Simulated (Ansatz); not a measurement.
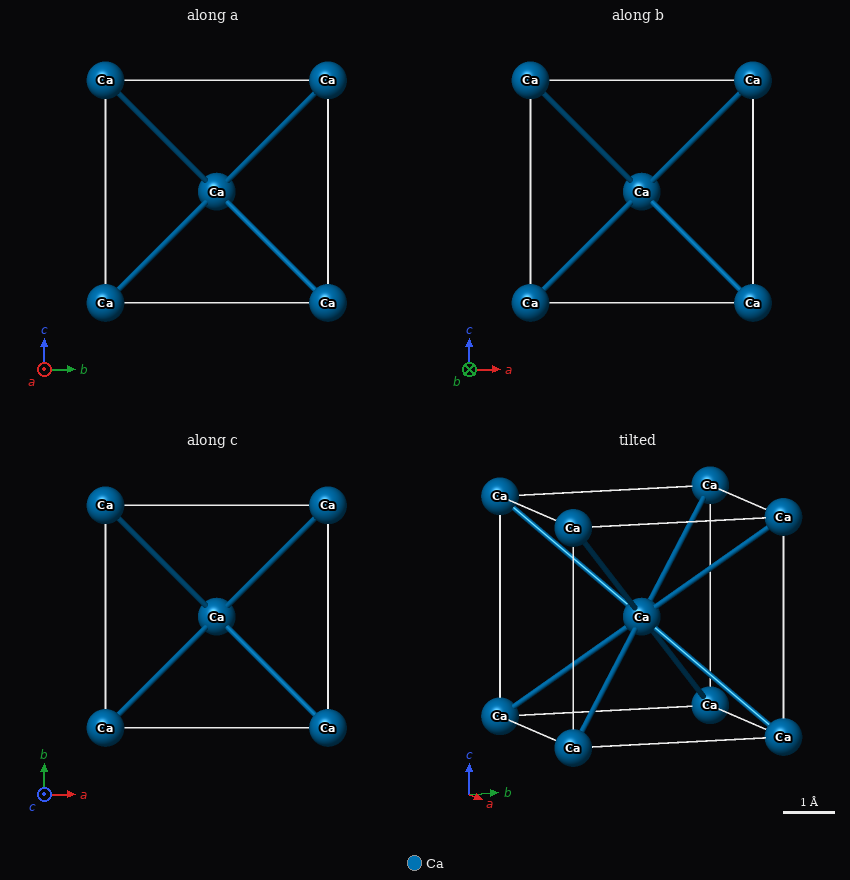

We look at a ball-and-stick model of the crystal along the a axis, along the b axis, along the c axis and slightly off an axis. The edges of the conventional unit cell are marked.

Lattice parameters: a = 4.4229 Å, b = 4.4229 Å, c = 4.4229 Å, α = 90.000°, β = 90.000°, γ = 90.000°.

Q: Express the structure as a CIF with its space group and independent sites.

A:
```cif
data_structure
_symmetry_space_group_name_H-M 'I m -3 m'
_symmetry_Int_Tables_number 229
_cell_length_a 4.4229
_cell_length_b 4.4229
_cell_length_c 4.4229
_cell_angle_alpha 90.000
_cell_angle_beta 90.000
_cell_angle_gamma 90.000
_cell_volume 86.52
loop_
_atom_site_label
_atom_site_type_symbol
_atom_site_symmetry_multiplicity
_atom_site_Wyckoff_symbol
_atom_site_fract_x
_atom_site_fract_y
_atom_site_fract_z
_atom_site_occupancy
Ca1 Ca 2 a 0.0000 0.0000 0.0000 1
```

Provenance: a structure type filled with this element by a generator (whether the element takes this form wasn't checked). Earlier steps of the study may have refined or changed the cell and positions. It was run through Ansatz as a DFT input.
